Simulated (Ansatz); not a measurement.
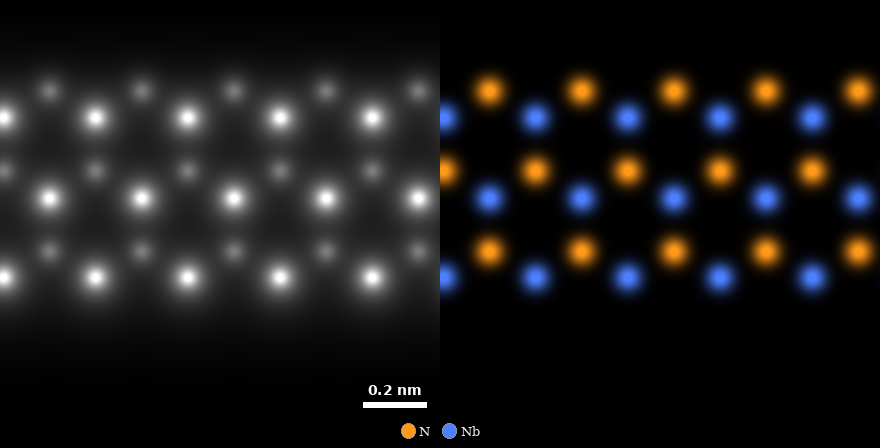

Cross-section of a (100) slab of NbN (P-6m2), seen along a direction in its plane, the normal pointing up. Computed as the sum of neutral-atom potentials (tabulated electron scattering factors, B = 0.5 Å²) projected along the beam and smoothed by 0.25 Å; brighter is more positive. The display is stretched by a gamma of 0.6; percentages refer to the linear signal. Atomic positions: the end point of a relaxation in a fixed cell under constraints with Ansatz 0.2.0, DFT PBEsol, scalar-relativistic, plane waves, PAW. The right panel is a simulated map of the elements in the same area (atoms counted along the beam, one colour per element).

**How many atomic planes does the slab have, and what do they hold from top to bottom?**

6 planes (atoms within 0.35 Å in height count as one plane):

```csv
plane,content,depth below the top plane (Å)
1,N,0.0
2,Nb,0.8
3,N,2.5
4,Nb,3.4
5,N,5.1
6,Nb,5.9
```

**How thick is it, and how does it end on either side?**

The outermost planes are 5.9 Å apart. The upper face ends in N and the lower in Nb, so the sequence of planes is different from the two sides.
